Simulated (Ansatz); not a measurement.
## Molecular dynamics, with input and output: Si₆HO₁₂ (part 1 of 4)

- system: Si₆HO₁₂ (defect cell, 19 atoms in the cell)
- method: DFT LDA, scalar-relativistic, plane waves, PAW, PAW set soft_1, spin-polarised (Ansatz 0.2.0)

The structure derives from an entry of the Crystallography Open Database. It belongs to a series of runs on one base structure; here: dynamics from the start. Figures and captions count atoms from 1; the log counts them from 0 in places.

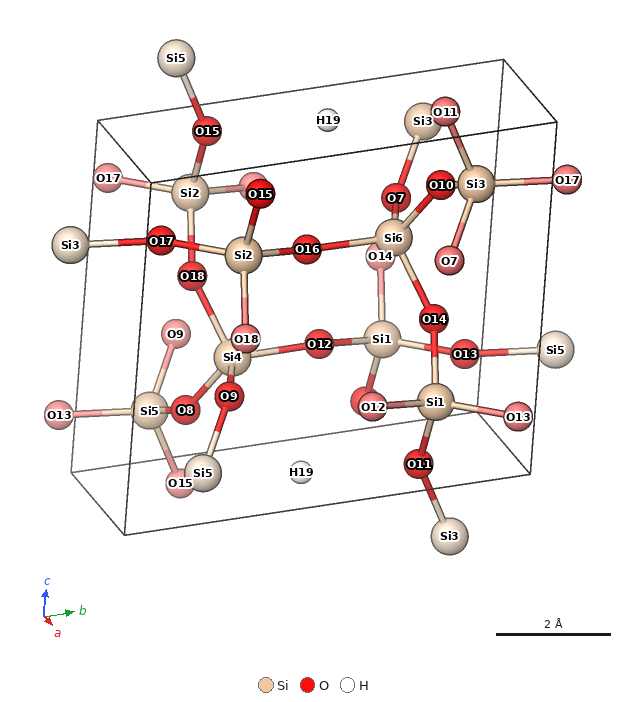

Fig. 1: The structure as given in the input (ball-and-stick view of the reduced cell, seen slightly off an axis; neighbours outside the cell are drawn fainter; atoms are numbered from 1 in the order of the input). An atom can appear more than once, as a periodic image.

### Results in brief

| quantity | value |
| --- | --- |
| outcome | finished |
| mean temperature over the second half | 558 K |
| trajectory | 200 steps, 100 fs |
| ensemble | nve |
| temperature in the input | 1200.0 K |
| time step | 0.5 fs |
| electrons treated | 97 |
| potential energy (free energy of the electrons) (last step) | −10347.6395 eV |
| Fermi energy (last step) | 5.214 eV |
| net moment of the cell (last step) | 1.00 μB |
| integrated absolute moment (last step) | 1.02 μB |
| largest force (length of the vector) (last step) | 4.791 eV/Å |
| hardware | 1 thread of Arm Neoverse V1, 24 GiB of memory available, shared host |
| wall time | 20 min |
| peak memory | 0.48 GiB |

The program warns: the PAW datasets were made with another functional. The k-point mesh is coarse for a cell of this size, so the results may not be converged. So short a trajectory is not equilibrated.

### The input
```yaml
crystal:
  lattice:
    - [-2.46855, 5.38025, 4.40795]
    - [2.46855, -5.38025, 4.40795]
    - [2.46855, 5.38025, -4.40795]
  atoms:
    - { symbol: Si, position: [0.74727197, 0.76774512, 0.01981175] }
    - { symbol: Si, position: [0.25055538, 0.23301273, -0.01324697] }
    - { symbol: Si, position: [0.15776902, 0.75031633, 0.92924285] }
    - { symbol: Si, position: [0.65516904, 0.73384701, 0.41291016] }
    - { symbol: Si, position: [0.83980903, 0.25072777, 0.0778851] }
    - { symbol: Si, position: [0.34360917, 0.26788853, 0.59415151] }
    - { symbol: O, position: [0.30288478, 0.96237943, 0.23850182] }
    - { symbol: O, position: [0.79975532, 0.56660382, 0.34258485] }
    - { symbol: O, position: [0.69339366, 0.03755247, 0.76874123] }
    - { symbol: O, position: [0.1990484, 0.43521311, 0.66402273] }
    - { symbol: O, position: [0.93406718, 0.66867051, 0.94030976] }
    - { symbol: O, position: [0.68286119, 0.82475783, 0.26946614] }
    - { symbol: O, position: [0.80016923, 0.08116761, 0.14319354] }
    - { symbol: O, position: [0.56838309, 0.49358748, 0.72327855] }
    - { symbol: O, position: [0.06400249, 0.33316115, 0.06883008] }
    - { symbol: O, position: [0.31167091, 0.17421374, 0.73496237] }
    - { symbol: O, position: [0.19724026, 0.91970068, 0.86382595] }
    - { symbol: O, position: [0.43037267, 0.50593016, 0.28178655] }
    - { symbol: H, position: [0.98780751, 0.03889932, 0.54466173], spin: 0.66 }
magnetization:
  spin_polarized: true
basis:
  ecutwfc: 420.0
kpoints:
  mp_grid: { grid: [1, 2, 2] }
hamiltonian:
  xc: lda
  pseudopotentials: { kind: paw, azcp: { folder: soft_1 } }
scf:
  occupations: { method: fermi_dirac, width: 0.02 }
  lower_state_search: "off"
md:
  timestep: 0.5
  n_steps: 200
  ensemble: nve
  temperature: 1200.0
  initial_velocities: maxwell_boltzmann
  seed: 238987
```

Command:
```bash
ansatz run input.yaml --threads 1 --pin off --max-ram 3072MiB --backend cpu --events-out ev --progress --plain --runs-dir out
```

### What the program printed
```
Warning: md: disabling space-group detection — thermal motion breaks the input geometry's symmetry, so no spatial operation reduces the k-mesh or symmetrises the density; time reversal is kept, so that k and −k are solved as one point where they differ and the mesh holds both, and exact exchange and, on two spinor components, a DFT+U term hold to it where the run has them: on two components no moment then forms, and a state that bears one, which a typed moment (crystal.atoms[].spin; refused beside efield: under a hybrid functional) reaches, can lie lower, under hf by electronvolts; crystal.symmetry.detect: false (a key that needs symmetry detection or time reversal refuses this as the deck is read) with time_reversal: false beside it drops time reversal too
Warning: [file] the record states the generating functional pbe (its physics header spells it `PBE`), which answers neither for hamiltonian.xc's functional nor for the lda family's — results may be inconsistent (PPs are generated against a specific XC)
Warning: [file] the record states the generating functional pbe (its physics header spells it `PBE`), which answers neither for hamiltonian.xc's functional nor for the lda family's — results may be inconsistent (PPs are generated against a specific XC)
Warning: [file] the record states the generating functional pbe (its physics header spells it `PBE`), which answers neither for hamiltonian.xc's functional nor for the lda family's — results may be inconsistent (PPs are generated against a specific XC)
Engine: ansatz 0.2.0, aarch64-unknown-linux-gnu
Pseudopotentials: kind: paw
Pseudopotential: Si, paw, valence charge 4, recommended cutoff 420 eV (normal), [file]
Pseudopotential: O, paw, valence charge 6, recommended cutoff 420 eV (normal), [file]
Pseudopotential: H, paw, valence charge 1, recommended cutoff 420 eV (normal), [file]
Functional definition: SPW92
  exchange = slater_x
  correlation = pw_c
Crystal: 19 atoms, lattice volume = 234.175 Å³
Basis set: ecut = 420 eV, 4583 PW (Γ)
Bands: 68, of which v1, the nominal top of the filled ones, is band 49 counted from 1 (48 counted from 0)
Symmetry: 1 space group operations
k-points: 4
Non-local potential: Si, projectors of the file, l = 0: 2, l = 1: 2, l = 2: 1
Non-local potential: O, projectors of the file, l = 0: 2, l = 1: 2, l = 2: 1
Non-local potential: H, projectors of the file, l = 0: 2, l = 1: 1
PAW form: soft (Blöchl's): semilocal exchange-correlation on the pseudo side does not see the compensation charge
PAW frozen core: Si, regenerated for the run's functional, and the local potential with it (the file was generated under x = pbe(κ = 0.804, μ = 0.2195149727645171), c = pbe(β = 0.06672455060314922))
PAW frozen core: O, regenerated for the run's functional, and the local potential with it (the file was generated under x = pbe(κ = 0.804, μ = 0.2195149727645171), c = pbe(β = 0.06672455060314922))
PAW one-centre angular grid: Si, 110 points (default); XC on 64 Gauss nodes
PAW one-centre angular grid: O, 110 points (default); XC on 64 Gauss nodes
PAW one-centre angular grid: H, 110 points (default); XC on 64 Gauss nodes
Starting moments: Σ|m| = 0.66 μB on 1 of 19 sites
Initial wavefunctions: pseudopotential atomic-orbital guess
Functional: x = slater, c = lda
SCF iter   1: F=—  HF=-10358.633463 eV  |F-HF|=—  |Δ(HF+E_count)|=         —  Δρ=6.28e-2 (↑6.28e-2 ↓6.10e-2)  dr2=3.16e1  dr2_m=5.19e-2  M=1.000 μB ∫|m|=1.002 μB  β_m=1.00  ethr=3.10e-3  ⟨swp⟩=6.4  Hψ=2538  notcnv=0  defer=22
preconditioner: auto → Resta (q_TF=auto, 2.356 Å⁻¹)  ε∞=2.8  [insulator: Δε(μ)=1.525 eV  Ē_g=17.831 eV  σ=0.020 eV  W_gap=1.00  n_scr=50 (ndim 8)  ℏωp=23.9 eV  f_vac=0.007  D(μ)=0.00/eV (n_scr^D=0)  ε∞_Penn≈2.8]
spin=Collinear: Resta preconditioning applied to the charge; magnetization (m = ρ↑ − ρ↓) channel mixes plain (no charge-response kernel on spin).
SCF iter   2: F=—  HF=-10351.169403 eV  |F-HF|=—  |Δ(HF+E_count)|=    7.46e0  Δρ=2.81e-2 (↑2.81e-2 ↓2.77e-2)  dr2=6.67e0  dr2_m=3.62e-3  M=1.000 μB ∫|m|=1.010 μB  β_m=1.00  ethr=3.10e-3  ⟨swp⟩=3.0  Hψ=1090  notcnv=0  defer=114
SCF iter   3: F=—  HF=-10349.522081 eV  |F-HF|=—  |Δ(HF+E_count)|=    1.65e0  Δρ=1.45e-2 (↑1.45e-2 ↓1.45e-2)  dr2=8.67e-1  dr2_m=1.24e-3  M=1.000 μB ∫|m|=1.016 μB  β_m=1.00  ethr=3.10e-3  ⟨swp⟩=3.1  Hψ=975  notcnv=0  defer=112
SCF iter   4: F=—  HF=-10349.306288 eV  |F-HF|=—  |Δ(HF+E_count)|=   2.16e-1  Δρ=1.50e-3 (↑1.50e-3 ↓1.46e-3)  dr2=2.27e-2  dr2_m=5.39e-5  M=1.000 μB ∫|m|=1.015 μB  β_m=1.00  ethr=8.94e-4  ⟨swp⟩=3.9  Hψ=970  notcnv=0  defer=108
SCF iter   5: F=—  HF=-10349.307260 eV  |F-HF|=—  |Δ(HF+E_count)|=   9.72e-4  Δρ=1.06e-3 (↑1.06e-3 ↓1.04e-3)  dr2=6.87e-3  dr2_m=1.10e-5  M=1.000 μB ∫|m|=1.016 μB  β_m=1.00  ethr=2.34e-5  ⟨swp⟩=2.4  Hψ=777  notcnv=0  defer=108
SCF iter   6: F=—  HF=-10349.310465 eV  |F-HF|=—  |Δ(HF+E_count)|=   3.20e-3  Δρ=2.17e-4 (↑2.17e-4 ↓2.15e-4)  dr2=3.54e-4  dr2_m=9.80e-7  M=1.000 μB ∫|m|=1.017 μB  β_m=0.30  ethr=7.08e-6  ⟨swp⟩=2.5  Hψ=793  notcnv=0  defer=108
Mixer restart at iter 6: flushing history
spin-set hold released at iteration 6 (site moments contracting): the magnetisation degrees of freedom join the quasi-Newton model from the next iteration; the mixer history was flushed
SCF iter   7: F=—  HF=-10349.310685 eV  |F-HF|=—  |Δ(HF+E_count)|=   2.20e-4  Δρ=1.33e-4 (↑1.33e-4 ↓1.31e-4)  dr2=1.56e-4  dr2_m=8.97e-7  M=1.000 μB ∫|m|=1.017 μB  β_m=0.57  ethr=3.65e-7  ⟨swp⟩=1.9  Hψ=676  notcnv=0  defer=108
SCF iter   8: F=—  HF=-10349.310959 eV  |F-HF|=—  |Δ(HF+E_count)|=   2.74e-4  Δρ=4.88e-5 (↑4.47e-5 ↓4.88e-5)  dr2=2.15e-5  dr2_m=6.47e-7  M=1.000 μB ∫|m|=1.018 μB  β_m=0.60  ethr=1.61e-7  ⟨swp⟩=2.0  Hψ=637  notcnv=0  defer=108
SCF iter   9: F=—  HF=-10349.311108 eV  |F-HF|=—  |Δ(HF+E_count)|=   1.48e-4  Δρ=1.49e-5 (↑1.37e-5 ↓1.49e-5)  dr2=1.63e-6  dr2_m=1.35e-7  M=1.000 μB ∫|m|=1.018 μB  β_m=0.80  ethr=2.21e-8  ⟨swp⟩=2.0  Hψ=792  notcnv=0  defer=108
SCF iter  10: F=-10349.311109 eV  HF=-10349.311109 eV  |F-HF|=3.32e-8  |Δ(HF+E_count)|=   1.62e-6  Δρ=3.58e-6 (↑3.58e-6 ↓3.17e-6)  dr2=8.13e-8  dr2_m=1.21e-9  M=1.000 μB ∫|m|=1.018 μB  ethr=1.03e-10  ⟨swp⟩=3.1  Hψ=2123  notcnv=0
SCF 1 converged in 10 iterations: F = -10349.311109 eV  dr2 = 8.13e-8
  greatest PAW one-centre occupation: 0.857 electrons in one spin orbital (limit 2), on the O atom at site 9 (counted from 0), in its partial waves of l = 0
md step     0: t =     0.00 fs  T =  1200.0 K  F+E_penalty+E_count = -10349.31110917 eV  E_kin = 2.792016 eV  conserved = -10346.51909319 eV  (10 SCF iters)
Initial density: handed on by an earlier stage of this run
Starting moments: Σ|m| = 0.66 μB on 1 of 19 sites; this step starts from the density that it was given
Initial wavefunctions: those handed on with the density
iter 1 solved again at ethr=6.31e-6 eV; its pass at ethr=3.10e-3 eV (dr2=6.12e-3 eV) is discarded
SCF iter   1: F=—  HF=-10349.300694 eV  |F-HF|=—  |Δ(HF+E_count)|=         —  Δρ=9.43e-4 (↑9.43e-4 ↓8.80e-4)  dr2=7.16e-3  dr2_m=1.04e-4  M=1.000 μB ∫|m|=1.018 μB  β_m=0.30  ethr=6.31e-6  ⟨swp⟩=4.5  Hψ=2701  notcnv=0
preconditioner: auto → Resta (q_TF=auto, 2.356 Å⁻¹)  ε∞=3.1  [insulator: Δε(μ)=2.043 eV  Ē_g=16.562 eV  σ=0.020 eV  W_gap=1.00  n_scr=50 (ndim 8)  ℏωp=23.9 eV  f_vac=0.104  D(μ)=0.00/eV (n_scr^D=0)  ε∞_Penn≈3.1]
spin=Collinear: Resta preconditioning applied to the charge; magnetization (m = ρ↑ − ρ↓) channel mixes plain (no charge-response kernel on spin).
SCF iter   2: F=—  HF=-10349.298978 eV  |F-HF|=—  |Δ(HF+E_count)|=   1.72e-3  Δρ=6.27e-4 (↑6.27e-4 ↓5.74e-4)  dr2=3.16e-3  dr2_m=5.49e-5  M=1.000 μB ∫|m|=1.018 μB  β_m=0.59  ethr=6.31e-6  ⟨swp⟩=1.0  Hψ=544  notcnv=0
SCF iter   3: F=—  HF=-10349.297712 eV  |F-HF|=—  |Δ(HF+E_count)|=   1.27e-3  Δρ=9.73e-5 (↑9.73e-5 ↓8.49e-5)  dr2=5.20e-5  dr2_m=1.04e-6  M=1.000 μB ∫|m|=1.018 μB  β_m=0.58  ethr=3.26e-6  ⟨swp⟩=2.8  Hψ=986  notcnv=0
SCF iter   4: F=—  HF=-10349.297836 eV  |F-HF|=—  |Δ(HF+E_count)|=   1.24e-4  Δρ=3.70e-5 (↑3.70e-5 ↓3.13e-5)  dr2=1.09e-5  dr2_m=2.08e-7  M=1.000 μB ∫|m|=1.018 μB  β_m=0.71  ethr=5.36e-8  ⟨swp⟩=2.0  Hψ=895  notcnv=0
SCF iter   5: F=—  HF=-10349.297834 eV  |F-HF|=—  |Δ(HF+E_count)|=   1.74e-6  Δρ=1.65e-5 (↑1.65e-5 ↓1.50e-5)  dr2=1.98e-6  dr2_m=1.90e-8  M=1.000 μB ∫|m|=1.018 μB  β_m=0.72  ethr=1.12e-8  ⟨swp⟩=2.2  Hψ=827  notcnv=0
SCF iter   6: F=—  HF=-10349.297833 eV  |F-HF|=—  |Δ(HF+E_count)|=   3.28e-7  Δρ=5.31e-6 (↑4.87e-6 ↓5.31e-6)  dr2=2.35e-7  dr2_m=5.61e-10  M=1.000 μB ∫|m|=1.018 μB  β_m=0.67  ethr=2.04e-9  ⟨swp⟩=2.1  Hψ=823  notcnv=0
SCF iter   7: F=-10349.297833 eV  HF=-10349.297833 eV  |F-HF|=1.10e-9  |Δ(HF+E_count)|=   4.00e-8  Δρ=1.75e-6 (↑1.70e-6 ↓1.75e-6)  dr2=1.99e-8  dr2_m=5.36e-10  M=1.000 μB ∫|m|=1.018 μB  ethr=1.03e-10  ⟨swp⟩=4.1  Hψ=1647  notcnv=0
[...]
md step     1: t =     0.50 fs  T =  1194.3 K  F+E_penalty+E_count = -10349.29783341 eV  E_kin = 2.778747 eV  conserved = -10346.51908689 eV  (7 SCF iters)
[... from here on the SCF iterations and repeated set-up lines of each step are left out, up to the last step ...]
md step     2: t =     1.00 fs  T =  1177.3 K  F+E_penalty+E_count = -10349.25814282 eV  E_kin = 2.739124 eV  conserved = -10346.51901894 eV  (7 SCF iters)
md step     3: t =     1.50 fs  T =  1149.4 K  F+E_penalty+E_count = -10349.19321181 eV  E_kin = 2.674321 eV  conserved = -10346.51889107 eV  (7 SCF iters)
md step     4: t =     2.00 fs  T =  1111.7 K  F+E_penalty+E_count = -10349.10518638 eV  E_kin = 2.586481 eV  conserved = -10346.51870511 eV  (7 SCF iters)
md step     5: t =     2.50 fs  T =  1065.3 K  F+E_penalty+E_count = -10348.99714109 eV  E_kin = 2.478675 eV  conserved = -10346.51846589 eV  (7 SCF iters)
md step     6: t =     3.00 fs  T =  1012.1 K  F+E_penalty+E_count = -10348.87299578 eV  E_kin = 2.354815 eV  conserved = -10346.51818102 eV  (7 SCF iters)
md step     7: t =     3.50 fs  T =   953.9 K  F+E_penalty+E_count = -10348.73738685 eV  E_kin = 2.219526 eV  conserved = -10346.51786129 eV  (7 SCF iters)
md step     8: t =     4.00 fs  T =   893.1 K  F+E_penalty+E_count = -10348.59549029 eV  E_kin = 2.077970 eV  conserved = -10346.51752057 eV  (7 SCF iters)
md step     9: t =     4.50 fs  T =   831.9 K  F+E_penalty+E_count = -10348.45279768 eV  E_kin = 1.935622 eV  conserved = -10346.51717533 eV  (7 SCF iters)
md step    10: t =     5.00 fs  T =   772.8 K  F+E_penalty+E_count = -10348.31485255 eV  E_kin = 1.798011 eV  conserved = -10346.51684190 eV  (6 SCF iters)
md step    11: t =     5.50 fs  T =   717.9 K  F+E_penalty+E_count = -10348.18696033 eV  E_kin = 1.670421 eV  conserved = -10346.51653940 eV  (6 SCF iters)
md step    12: t =     6.00 fs  T =   669.5 K  F+E_penalty+E_count = -10348.07389382 eV  E_kin = 1.557606 eV  conserved = -10346.51628813 eV  (6 SCF iters)
md step    13: t =     6.50 fs  T =   629.0 K  F+E_penalty+E_count = -10347.97961622 eV  E_kin = 1.463513 eV  conserved = -10346.51610292 eV  (6 SCF iters)
md step    14: t =     7.00 fs  T =   597.9 K  F+E_penalty+E_count = -10347.90704838 eV  E_kin = 1.391055 eV  conserved = -10346.51599382 eV  (6 SCF iters)
md step    15: t =     7.50 fs  T =   576.8 K  F+E_penalty+E_count = -10347.85790433 eV  E_kin = 1.341939 eV  conserved = -10346.51596570 eV  (6 SCF iters)
md step    16: t =     8.00 fs  T =   565.9 K  F+E_penalty+E_count = -10347.83261107 eV  E_kin = 1.316594 eV  conserved = -10346.51601721 eV  (6 SCF iters)
md step    17: t =     8.50 fs  T =   564.8 K  F+E_penalty+E_count = -10347.83032047 eV  E_kin = 1.314179 eV  conserved = -10346.51614157 eV  (6 SCF iters)
md step    18: t =     9.00 fs  T =   572.8 K  F+E_penalty+E_count = -10347.84900988 eV  E_kin = 1.332682 eV  conserved = -10346.51632738 eV  (6 SCF iters)
md step    19: t =     9.50 fs  T =   588.4 K  F+E_penalty+E_count = -10347.88565832 eV  E_kin = 1.369098 eV  conserved = -10346.51656022 eV  (6 SCF iters)
md step    20: t =    10.00 fs  T =   610.2 K  F+E_penalty+E_count = -10347.93647755 eV  E_kin = 1.419654 eV  conserved = -10346.51682360 eV  (6 SCF iters)
md step    21: t =    10.50 fs  T =   636.1 K  F+E_penalty+E_count = -10347.99717385 eV  E_kin = 1.480072 eV  conserved = -10346.51710183 eV  (7 SCF iters)
md step    22: t =    11.00 fs  T =   664.4 K  F+E_penalty+E_count = -10348.06321522 eV  E_kin = 1.545836 eV  conserved = -10346.51737897 eV  (7 SCF iters)
md step    23: t =    11.50 fs  T =   693.0 K  F+E_penalty+E_count = -10348.13008481 eV  E_kin = 1.612445 eV  conserved = -10346.51763966 eV  (7 SCF iters)
```
